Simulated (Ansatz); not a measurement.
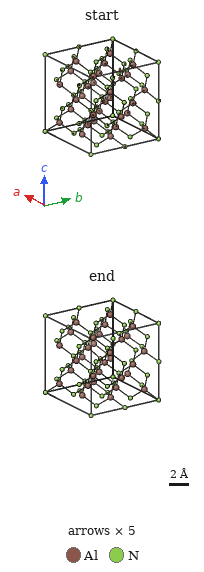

The structure of a defect cell of composition Al$_{31}$N$_{32}$ (cell charge −3) before (top) and after (bottom) a relaxation, at one scale. The orange arrows give the displacements, magnified 5 times.

Style: ball-and-stick. Shown: the cell of the calculation (origin shifted), from a free direction.

Method: DFT, PBEsol, PAW, plane waves (Ansatz 0.2.0). (plane-wave cutoff 420 eV; k-point mesh 1 × 1 × 1; mesh shifted by (0.25, 0.25, 0.25); no spin polarisation; atoms relaxed in a fixed cell; force threshold 0.03 eV/Å; at most 80 steps)

> What changed between the two?

Over 5 geometry steps the energy falls by 2.749 eV per cell of the calculation. The largest force component goes from 2.5 to 0.022 eV/Å. An N atom moves most: 0.20 Å along [1 −1 −1]. Largest moves by element: N 0.20 Å, Al 0.09 Å. The cell doesn't change. Some distances before and after: Al–N 1.926 → 1.796 Å, Al–N 1.905 → 1.796 Å, Al–N 1.961 → 1.873 Å, Al–N 1.882 → 1.796 Å. Among the angles between lasting bonds that change: Al–N–Al 107.0° → 114.6°, Al–N–Al 108.4° → 114.8°, N–Al–N 107.8° → 114.0°.

Limits of the set-up: the cell is charged, on a uniform background, and energies carry no finite-size correction.
